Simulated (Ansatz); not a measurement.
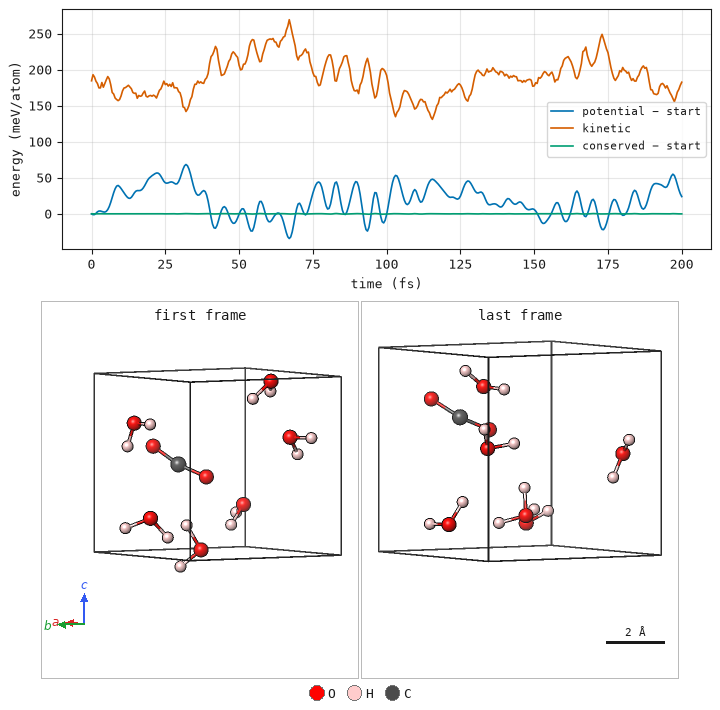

A Born-Oppenheimer molecular dynamics run of a periodic cell with 6 H2O + 1 CO2 at 1.027 g/cm³, 200 fs long. It starts from the last geometry of an earlier run, with fresh velocities. The picture is a ball-and-stick view of the simulation cell, seen from a free direction.

These are results of Ansatz 0.2.0, DFT PBE, scalar-relativistic, plane waves, PAW, not measurements. Settings: plane-wave cutoff 420 eV; k-point mesh 1 × 1 × 1; Fermi-Dirac smearing 0.05 eV; Langevin thermostat and barostat (NPT); set temperature 1500 K; time step 0.5 fs; H given the mass 2.014 u; friction 0.005 per fs; target pressure 1 GPa.

### Check the integration.

The conserved quantity stays between −0.56 and 0.44 meV per atom of its start. A straight-line fit has a slope that amounts to −0.078 meV per atom over 200 fs (under 0.1 % of the mean kinetic energy), and the ripple about it is 0.7 % of the kinetic energy's fluctuation. With a drift under 2 % and a ripple under 7 %, the integration is accurate. Over the second half the temperature averages 1425 K (spread ±174 K). The potential energy in the second half lies on average 19.3 meV per atom above the first frame. The mean pressure there is 1.4 GPa. The volume ends +49.4 % from the start.

Limits of the set-up: masses were changed (H 2.014 u), which shifts the vibrations; the periodic images lie only 6.3 Å apart, so the values are limited by the cell's size.

The run took about 13 core-minutes on a shared host.
